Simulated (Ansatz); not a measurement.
## What a change does: geometry relaxation on Ag

System: Ag (Fm-3m, 1 atom in the cell).
Method of run 1: Kohn-Sham DFT of a periodic cell, PBEsol, all-electron LAPW, scalar-relativistic, no spin polarisation (Ansatz 0.2.0).

The structure derives from an entry of the Crystallography Open Database. Text and figures count atoms from 1; the logs count them from 0 in places.

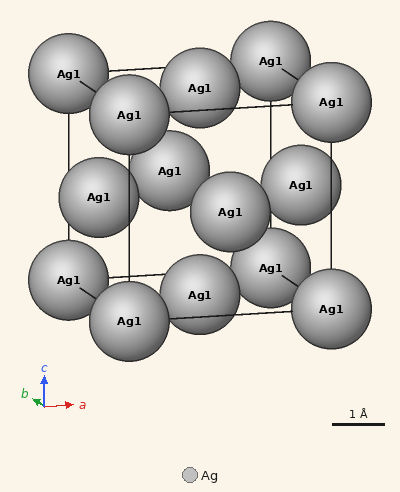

Fig. 1: The structure as given in the input (spheres-only view of the cell 4 times as large as that of the calculation, set on its symmetry axes, seen slightly off an axis; atoms are numbered from 1 in the order of the input).

## Input file, run 1
```yaml
crystal:
  lattice:
    - [0.0, 2.04275, 2.04275]
    - [2.04275, 0.0, 2.04275]
    - [2.04275, 2.04275, 0.0]
  atoms:
    - { symbol: Ag, position: [0.0, 0.0, 0.0] }
kpoints:
  mp_grid: { grid: [11, 11, 11] }
scf:
  occupations: { method: fermi_dirac, width: 0.05 }
hamiltonian:
  xc: pbesol
  pseudopotentials: { kind: all_electron, lapw: { basis_error: 0.001 } }
output:
  forces: true
  stress: true
relax:
  f_tol: 0.005
  max_steps: 60
  cell: {}
```

Command:
```bash
ansatz run input.yaml --threads 1 --pin off --max-ram 3072MiB --backend cpu --events-out ev --progress --plain --runs-dir out
```

Hardware: 1 thread of Intel Xeon (Emerald Rapids), 16 GiB of memory available, shared host.

## Output, shortened to warnings, some set-up lines, iterations and results (run 1)
```
Basis set: ecut = 257.799384000632 eV, 169 PW (Γ), exchange–correlation at level 2
Symmetry: 48 space group operations
k-points: 56 of 1331
Initial density: superposition of atomic densities (chi_scale 0.1, normalization cell)
[...]
SCF iter   1: F=—  HF=-144588.303472 eV  |F-HF|=—  |Δ(HF+E_count)|=         —  Δρ=2.57e-2  dr2=7.19e-2  ethr=3.76e-4  ⟨swp⟩=2.8  Hψ=5669  notcnv=0
SCF iter   2: F=—  HF=-144588.083234 eV  |F-HF|=—  |Δ(HF+E_count)|=   2.20e-1  Δρ=1.50e-3  dr2=3.01e-4  ethr=1.58e-6  ⟨swp⟩=2.7  Hψ=4072  notcnv=0
SCF iter   3: F=—  HF=-144588.013880 eV  |F-HF|=—  |Δ(HF+E_count)|=   6.94e-2  Δρ=4.07e-3  dr2=1.70e-3  ethr=1.58e-6  ⟨swp⟩=3.0  Hψ=2591  notcnv=0
SCF iter   4: F=—  HF=-144588.011839 eV  |F-HF|=—  |Δ(HF+E_count)|=   2.04e-3  Δρ=6.17e-4  dr2=3.66e-5  ethr=1.58e-6  ⟨swp⟩=2.2  Hψ=2119  notcnv=0
SCF iter   5: F=—  HF=-144588.011838 eV  |F-HF|=—  |Δ(HF+E_count)|=   1.28e-6  Δρ=2.42e-5  dr2=8.80e-8  ethr=1.92e-7  ⟨swp⟩=2.0  Hψ=2110  notcnv=0
[... 18 lines ...]
relax step   4: F+E_penalty+E_count = -144588.01598380 eV  Δ(F+E_penalty+E_count) = -1.304e-5 eV  max|allowed force component| = 0.000e0 eV/Å  Δτ_max = 0.0000 Å  P = -0.002 …
SCF iter   1: F=—  HF=-144588.015984 eV  |F-HF|=—  |Δ(HF+E_count)|=         —  Δρ=3.54e-6  dr2=1.65e-9  ethr=9.42e-12  ⟨swp⟩=6.3  Hψ=5502  notcnv=0  reapply=23
SCF iter   2: F=-144588.015984 eV  HF=-144588.015984 eV  |F-HF|=2.76e-9  |Δ(HF+E_count)|=   1.64e-7  Δρ=2.65e-6  dr2=8.39e-10  ethr=8.68e-12  ⟨swp⟩=2.7  Hψ=2167  notcnv=0
SCF 5 converged in 2 iterations: F = -144588.015984 eV  dr2 = 8.39e-10
relax step   5: F+E_penalty+E_count = -144588.01598379 eV  Δ(F+E_penalty+E_count) = +9.546e-9 eV  max|allowed force component| = 0.000e0 eV/Å  Δτ_max = 0.0000 Å  P = -0.003 …
basis re-selected at this cell: Δ(F+E_penalty+E_count) = +9.546e-9 eV, ΔP = -0.000 GPa vs the last step (what re-selecting the basis moved, after the strain that the cell walked since its last selection, with what the two solves' SCF thresholds leave and, on support functions, any second-order …
SCF converged after 2 iterations
Free energy (F): -144588.015984 eV
Harris-Foulkes:  -144588.015984 eV  (|F-HF|=2.76e-9)
Internal energy: -144588.013786 eV  (E = F + TS)
E sigma→0 (E₀):  -144588.014885 eV
Entropy (-TS):   -0.002198 eV (-2.198 meV/atom)
Fermi energy:    19.439507 eV
--- Per-component energies (eV) ---
  E_band       = -198.731308
  E_kinetic    = 151164.398276
  E_xc         = -3997.400491
  E_electrostatic = -291755.011571  (all electrons and nuclei)
  E_smearing   = -0.002198  (= −TS)
  E_closure    = 0.000000  (closes the sum)
  E_atoms      = -144584.709470  (free atoms, spherical and without spin; not in F)
  Σ components = -144588.015984   (vs F -144588.015984, Δ=0.00e0)
  Basis errors (estimates in eV, not in F): energy 2.3e-4 per atom: plane waves 2.2e-4 (1.2e-4 summed), levels above the bands 6.7e-142, relativity 2.4e-8, radial functions 7.2e-6, core shells 1.4e-6; eigenvalues (radial functions only) 3.7e-6; not estimated: angular momenta, meshes, grids; target …
--- Forces (eV/Å), atoms counted from 1 ---
  atom   1  Ag    -0.00000000     0.00000000     0.00000000
  max |Σ_I F_I| component: 8.22e-33 eV/Å
--- Stress (GPa, compression-positive) ---
       -0.002628       0.000000       0.000000
        0.000000      -0.002628      -0.000000
        0.000000      -0.000000      -0.002628
  P = ⅓ Tr σ = -0.0026 GPa (-0.026 kbar)
--- Relaxed structure (4 steps of the walk, 4 accepted, 1 SCFs on fresh bases) ---
  F+E_penalty+E_count = -144588.01598379 eV   max|allowed force component| = 0.000e0 eV/Å   (the final SCF, on the basis selected at the relaxed cell)
  cell:  # Å, volume = 16.6072 Å³
    - [-5.891523846049386e-35, 2.024988351670616, 2.024988351670616]
    - [2.024988351670616, 3.662298581657565e-35, 2.024988351670616]
    - [2.024988351670616, 2.024988351670616, 3.8215290246716924e-35]
  atoms:
    - { symbol: Ag, position: [0.0, 0.0, 0.0] }
```

The input of run 2 differs as follows (lines with − go, lines with + come):
```diff
-  xc: pbesol
+  xc: pbe
+  dispersion: d4
```

Predict how the results change.

The total energies belong to different models, so their difference says nothing on which is more stable or more accurate. The volume per atom goes from 16.61 to 16.96 Å³. The functional changes from PBEsol to PBE. The SCF takes 15 iterations over all geometry steps against 18.

## Output, shortened to warnings, some set-up lines, iterations and results (run 2)
```
Basis set: ecut = 257.7919868594326 eV, 169 PW (Γ), exchange–correlation at level 2
Symmetry: 48 space group operations
k-points: 56 of 1331
Initial density: superposition of atomic densities (chi_scale 0.1, normalization cell)
[...]
SCF iter   1: F=—  HF=-144657.103465 eV  |F-HF|=—  |Δ(HF+E_count)|=         —  Δρ=2.37e-2  dr2=6.09e-2  ethr=3.19e-4  ⟨swp⟩=2.9  Hψ=5698  notcnv=0
SCF iter   2: F=—  HF=-144656.917357 eV  |F-HF|=—  |Δ(HF+E_count)|=   1.86e-1  Δρ=1.11e-3  dr2=1.64e-4  ethr=8.62e-7  ⟨swp⟩=2.9  Hψ=4140  notcnv=0
SCF iter   3: F=—  HF=-144656.862662 eV  |F-HF|=—  |Δ(HF+E_count)|=   5.47e-2  Δρ=3.96e-3  dr2=1.61e-3  ethr=8.62e-7  ⟨swp⟩=3.0  Hψ=2546  notcnv=0
SCF iter   4: F=—  HF=-144656.861441 eV  |F-HF|=—  |Δ(HF+E_count)|=   1.22e-3  Δρ=6.12e-4  dr2=3.60e-5  ethr=8.62e-7  ⟨swp⟩=2.9  Hψ=2249  notcnv=0
SCF iter   5: F=—  HF=-144656.861463 eV  |F-HF|=—  |Δ(HF+E_count)|=   2.17e-5  Δρ=3.28e-5  dr2=1.18e-7  ethr=1.89e-7  ⟨swp⟩=2.0  Hψ=2110  notcnv=0
[... 13 lines ...]
relax step   3: F+E_penalty+E_count = -144656.86162539 eV  Δ(F+E_penalty+E_count) = -1.037e-4 eV  max|allowed force component| = 0.000e0 eV/Å  Δτ_max = 0.0000 Å  P = -0.006 …
SCF iter   1: F=—  HF=-144656.861625 eV  |F-HF|=—  |Δ(HF+E_count)|=         —  Δρ=1.15e-5  dr2=1.45e-8  ethr=7.43e-11  ⟨swp⟩=5.9  Hψ=4796  notcnv=0  reapply=2
SCF iter   2: F=-144656.861625 eV  HF=-144656.861626 eV  |F-HF|=8.24e-9  |Δ(HF+E_count)|=   4.92e-7  Δρ=2.94e-6  dr2=9.06e-10  ethr=4.77e-12  ⟨swp⟩=2.0  Hψ=3675  notcnv=0
SCF 4 converged in 2 iterations: F = -144656.861625 eV  dr2 = 9.06e-10
relax step   4: F+E_penalty+E_count = -144656.86162550 eV  Δ(F+E_penalty+E_count) = -1.105e-7 eV  max|allowed force component| = 0.000e0 eV/Å  Δτ_max = 0.0000 Å  P = -0.007 …
basis re-selected at this cell: Δ(F+E_penalty+E_count) = -1.105e-7 eV, ΔP = -0.001 GPa vs the last step (what re-selecting the basis moved, after the strain that the cell walked since its last selection, with what the two solves' SCF thresholds leave and, on support functions, any second-order …
SCF converged after 2 iterations
Free energy (F): -144656.861625 eV
Harris-Foulkes:  -144656.861626 eV  (|F-HF|=8.24e-9)
Internal energy: -144656.858988 eV  (E = F + TS)
E sigma→0 (E₀):  -144656.860307 eV
Entropy (-TS):   -0.002637 eV (-2.637 meV/atom)
Fermi energy:    19.174499 eV
--- Per-component energies (eV) ---
  E_band       = -204.737380
  E_kinetic    = 151249.168208
  E_xc         = -4066.842547
  E_electrostatic = -291838.613823  (all electrons and nuclei)
  E_disp       = -0.570826  (pairwise vdW)
  E_smearing   = -0.002637  (= −TS)
  E_closure    = 0.000000  (closes the sum)
  E_atoms      = -144653.584547  (free atoms, spherical and without spin; not in F)
  Σ components = -144656.861625   (vs F -144656.861625, Δ=0.00e0)
  Basis errors (estimates in eV, not in F): energy 2.3e-4 per atom: plane waves 2.2e-4 (1.2e-4 summed), levels above the bands 1.3e-140, relativity 5.2e-8, radial functions 5.4e-6, core shells 1.2e-6; eigenvalues (radial functions only) 3.7e-6; not estimated: angular momenta, meshes, grids; target …
--- Forces (eV/Å), atoms counted from 1 ---
  atom   1  Ag     0.00000000    -0.00000000     0.00000000
  max |Σ_I F_I| component: 6.98e-32 eV/Å
--- Stress (GPa, compression-positive) ---
       -0.006973       0.000000       0.000000
        0.000000      -0.006973       0.000000
        0.000000       0.000000      -0.006973
  P = ⅓ Tr σ = -0.0070 GPa (-0.070 kbar)
--- Relaxed structure (3 steps of the walk, 3 accepted, 1 SCFs on fresh bases) ---
  F+E_penalty+E_count = -144656.86162550 eV   max|allowed force component| = 0.000e0 eV/Å   (the final SCF, on the basis selected at the relaxed cell)
  cell:  # Å, volume = 16.9591 Å³
    - [3.9807594006996796e-35, 2.0391905288496806, 2.0391905288496806]
    - [2.0391905288496806, -6.050754289063513e-35, 2.0391905288496806]
    - [2.0391905288496806, 2.0391905288496806, 3.025377144531757e-35]
  atoms:
    - { symbol: Ag, position: [0.0, 0.0, 0.0] }
```

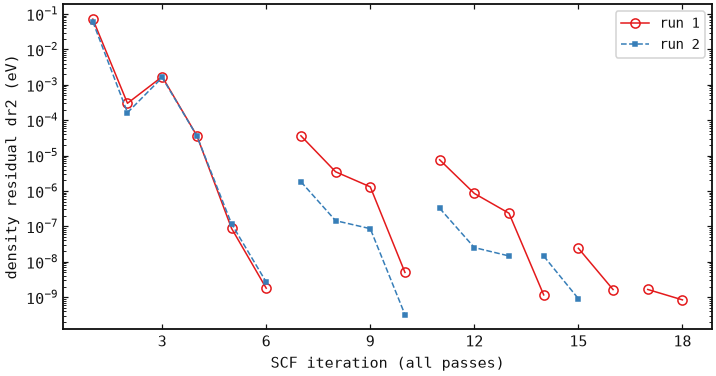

Fig. 2: Convergence of the two runs: density residual dr2 against the SCF iteration. A break in a curve parts two SCF passes. Run 1 takes 18 iterations in all, and run 2 takes 15.

## The two runs side by side

```csv
quantity,run 1,run 2
outcome,converged,converged
free energy per atom (eV),−144588.0160,−144656.8616
"energy per atom, smearing taken to zero (eV)",−144588.0149,−144656.8603
pressure (GPa),0.00,−0.01
volume per atom (Å³),16.61,16.96
largest force (eV/Å),0.000,0.000
SCF iterations,18,15
irreducible k-points,56,56
wall time (shared host),8.3 s,7.2 s
```
